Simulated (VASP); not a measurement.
KBr

```cif
data_structure
_symmetry_space_group_name_H-M 'P 1'
_symmetry_Int_Tables_number 1
_cell_length_a 3.9285
_cell_length_b 3.9285
_cell_length_c 3.9763
_cell_angle_alpha 90.000
_cell_angle_beta 90.000
_cell_angle_gamma 90.000
_cell_volume 61.37
loop_
_atom_site_label
_atom_site_type_symbol
_atom_site_fract_x
_atom_site_fract_y
_atom_site_fract_z
_atom_site_occupancy
K1 K 0.00000 0.00000 0.00000 1
Br1 Br 0.50000 0.50000 0.50000 1
```

Space group P4/mmm; a generated structure, not necessarily the stable one; changed on purpose from its base cell (biaxial xy strain -1.2%).

These are results of VASP 6.6.1, Kohn-Sham DFT of a periodic cell, HSE06, VASP PAW PBE potentials, recommended, not measurements.

In a PAW calculation such maps are meaningful between the atoms, not at the nuclei.

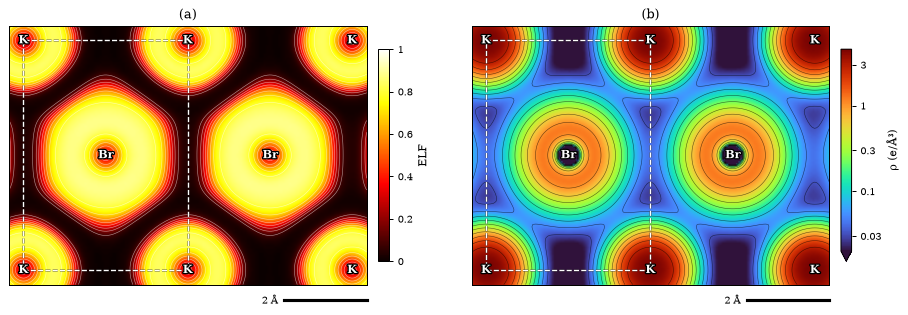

Figure 1. (a) ELF; (b) valence pseudo-density on the (11̄0) plane of the conventional cell.

> Describe what can be read from this map.

Atoms in the plane: K and Br. K–Br (3.42 Å): ρ is about 0.07 e/Å³ halfway, with its minimum of 0.06 e/Å³ about 1.5 Å from K; the ELF is about 0.10 at the midpoint (a largely ionic contact). Between the atoms the lowest density in this plane is 0.01 e/Å³. The features right at K lie inside the PAW spheres, where the map follows smoothed inner orbitals and isn't to be read closely.

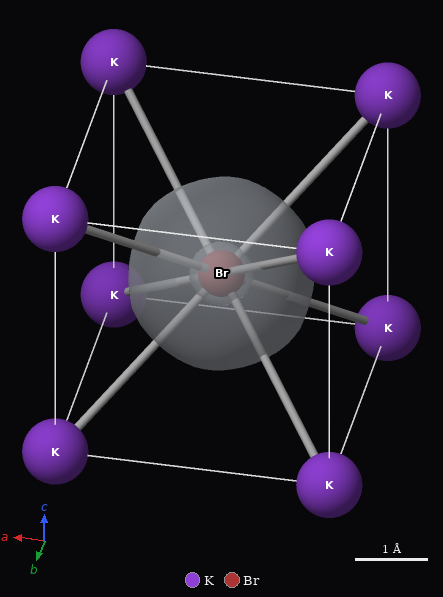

Figure 2. Isosurface of the ELF at 0.75 (grey), seen at an oblique angle. Only the valence region is drawn (cores and ρ < 0.01 e/Å³ removed). Sticks mark near contacts.

> What do the ELF domains correspond to?

The surface consists of one region wrapped around Br (its valence shell), counted in one cell of 2 atoms. Regions shared between cells count once.

> Does the calculation make it a metal, or give it a gap?

It is gapped, with a Kohn–Sham gap of 5.3 eV on the k-point mesh, an upper bound to the gap of this method.
